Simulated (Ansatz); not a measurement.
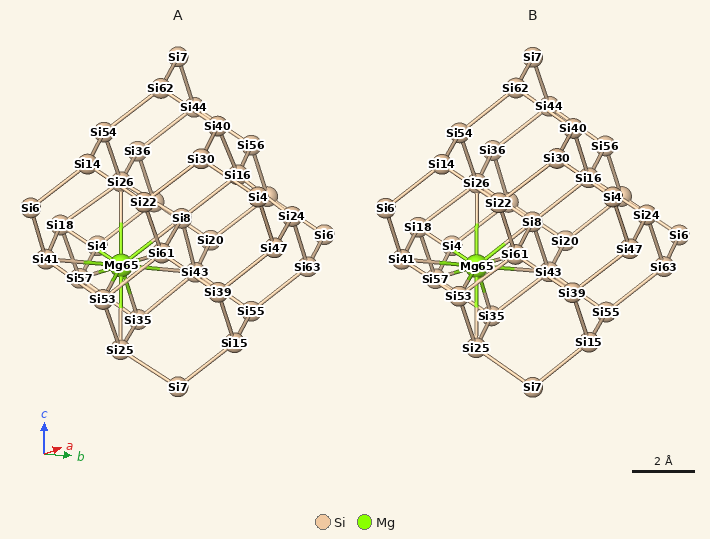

Two geometries of a defect cell of composition Si$_{64}$Mg (cell charge +2), drawn at one scale. One is the start of a relaxation, the other its converged end. The picture is a ball-and-stick view of the atoms within 5.8 Å of the atom that moves most (axes of the cell of the calculation (origin shifted)), seen from a free direction.

Computed with DFT, PBEsol, PAW, plane waves in Ansatz. Settings: plane-wave cutoff 420 eV; k-point mesh 1 × 1 × 1; mesh shifted by (0.25, 0.25, 0.25); no spin polarisation; atoms relaxed in a fixed cell; force threshold 0.03 eV/Å; at most 80 steps.

### Which geometry has the lower energy?

Structure A is the relaxed one. The energy falls by 1.476 eV per cell of the calculation in 4 geometry steps. Largest force component: 2 eV/Å at the start, 0.0065 eV/Å at the end. The atom that moves furthest is a Si atom (0.18 Å along [1 1 1]). Largest moves by element: Si 0.18 Å, Mg 0.04 Å. The cell doesn't change. Some distances before and after: Mg–Si 2.307 → 2.500 Å, Mg–Si 2.338 → 2.513 Å, Si–Si 2.296 → 2.439 Å, Mg–Si 2.379 → 2.500 Å. Among the angles between lasting bonds that change: Si–Si–Si 109.3° → 114.7°, Si–Si–Si 108.2° → 112.6°, Si–Si–Si 110.4° → 106.2°. Cost: 6.2 s on 1 × NVIDIA GB300 Max-Q with 8 threads of Arm Neoverse-V2, peak memory 1.9 GiB.

Limits of the set-up: the cell is charged, on a uniform background, and energies carry no finite-size correction.
